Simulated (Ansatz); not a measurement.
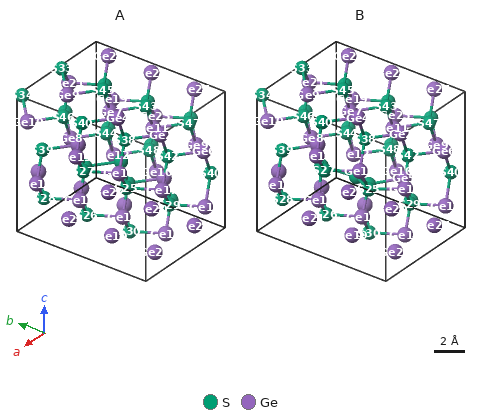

Two geometries of a defect cell of composition Ge$_{23}$S$_{25}$, drawn at one scale. One is the start of a relaxation, the other its converged end. Style: ball-and-stick. Shown: the cell of the calculation, reduced to other axes (origin shifted), from a free direction. Lengths and directions refer to the drawn axes.

Method: Ansatz, DFT PBE, scalar-relativistic, plane waves, PAW. Settings: plane-wave cutoff 420 eV; k-point mesh 2 × 2 × 2; occupations gaussian; smearing width 0.01 eV; mesh shifted by (0.5, 0.5, 0.5); no spin polarisation; atoms relaxed in a fixed cell; force threshold 0.025 eV/Å; at most 45 steps.

> Which geometry has the lower energy?

Structure B is the relaxed one. Case: S on a Ge site (c), charge +0, atoms relaxed at the host's cell. The atom that moves furthest is an S atom (1.11 Å along [2 0 −3]). Largest moves by element: S 1.11 Å, Ge 0.23 Å. The cell doesn't change. Near-neighbour distances that change, for instance: S–S 2.463 → 2.157 Å, S–S 2.459 → 2.500 Å, Ge–S 2.459 → 2.424 Å, Ge–S 2.459 → 2.488 Å. Among the angles between lasting bonds that change: S–S–S 92.8° → 123.7°, S–S–Ge 106.2° → 76.0°, S–S–S 96.4° → 108.1°. After 8 accepted moves (9 points after the start) the energy has fallen by 1.348 eV per cell of the calculation. Largest force component: 0.47 eV/Å at the start, 0.022 eV/Å at the end. The line search rejected the trial step at point 8 of the run. The run took 6 min on 4 threads of Arm Neoverse V2, on a shared host, peak memory 2.9 GiB.
